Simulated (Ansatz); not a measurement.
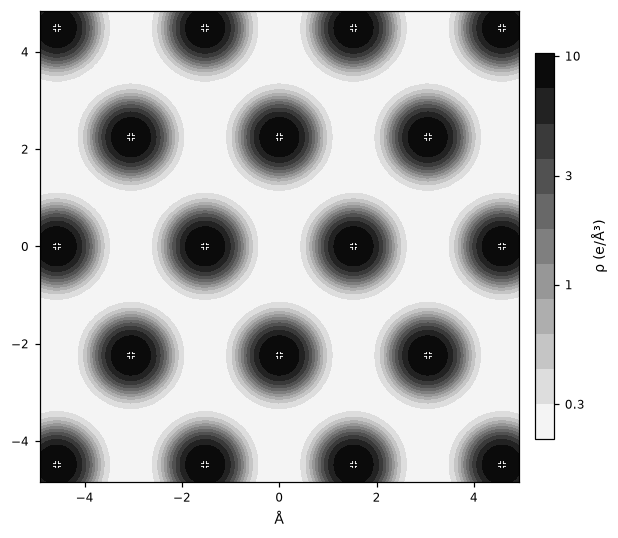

The valence electron density on a plane through atoms (crosses mark nuclei in the plane).

All numbers below come from Ansatz, DFT PBEsol, scalar-relativistic, plane waves, PAW.

Candidates:
A. Ti, a = 3.05 Å, b = 3.05 Å, c = 3.29 Å, α = 90.00°, β = 90.00°, γ = 90.00°. Space group I4/mmm; changed on purpose from its base cell (strain -0.050 along x and y, +0.025 along z, atoms carried along); computed pressure about 10 GPa in this cell; computed without spin polarisation.
B. CoO, a = 3.04 Å, b = 3.04 Å, c = 5.27 Å, α = 90.00°, β = 90.00°, γ = 120.00°. Space group P6₃mc; a structure from a database of computed crystals, not necessarily the ambient phase; spin-polarised.

### Which system is this?

Candidate A: Ti on the (011̄) plane of the conventional cell, which holds Ti. Ti–Ti (2.71 Å): ρ at the midpoint is about 0.22 e/Å³.
